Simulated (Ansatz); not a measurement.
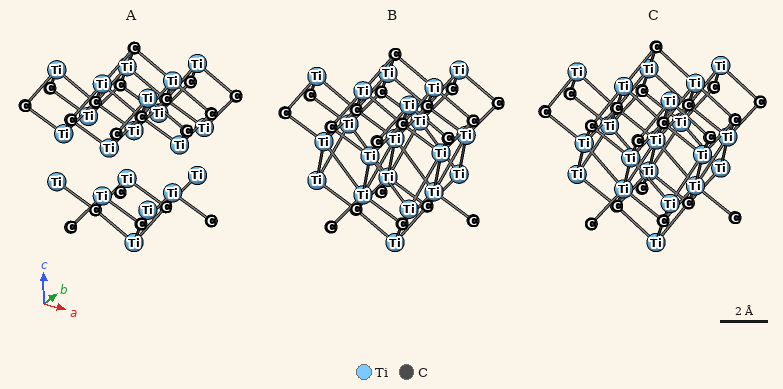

3 geometries from one relaxation of crystalline Ti$_{3}$C$_{2}$ (built on the tetradymite_166 type) (coarse preliminary run), in shuffled order. The picture is a ball-and-stick view of the atoms within 5.0 Å of the atom that moves most (axes of the conventional cell (3 times the calculation's cell)), seen slightly off an axis. Lengths and directions refer to the drawn axes.

Case: anti-tetradymite type (R-3m, No. 166).

Level of theory: DFT r2SCAN, scalar-relativistic, plane waves, PAW (Ansatz 0.2.0). Settings: plane-wave cutoff 500 eV; k-point mesh 6 × 6 × 6; occupations gaussian; smearing width 0.1 eV; no spin polarisation; cell and atoms relaxed; force threshold 0.04 eV/Å; at most 70 steps.

Q: Put them in the order of the run, from the start to the converged end.

A: C, B, A. They are steps 0, 1, 6, at +2.054 eV per cell of the calculation, +0.367 eV per cell of the calculation relative to the last. After 5 accepted moves (6 points after the start) the energy has fallen by 2.054 eV per cell of the calculation. Largest force component: 5.3 eV/Å at the start, 0.0026 eV/Å at the end. Pressure: −15.90 GPa at the start and 0.01 GPa at the end. At 1 point the geometry stayed and the basis and grid were re-selected for the new cell (energy shift of 0.9 meV per cell of the calculation at most each time). The largest moves relative to the cell, 0.36 Å, are those of Ti atoms. Largest moves by element: Ti 0.36 Å, C 0.18 Å. The volume changes by −2.8 %, with a = b 3.139 → 3.072 Å (−2.1 %), c 21.823 → 22.131 Å (+1.4 %). Near-neighbour distances that change, for instance: Ti–Ti 2.604 → 3.155 Å, Ti–Ti 3.254 → 2.971 Å, C–Ti 2.324 → 2.195 Å, C–Ti 2.200 → 2.082 Å. Bond angles that change, for instance: Ti–C–Ti 91.0° → 95.1°, C–Ti–C 91.0° → 95.1°, Ti–C–Ti 91.9° → 88.0°. The space group stays R-3m (No. 166). The run took 56 s on 1 thread of Intel(R) Xeon(R) Platinum 8375C CPU @ 2.90GHz (Ice Lake), on a shared host, peak memory 0.58 GiB.
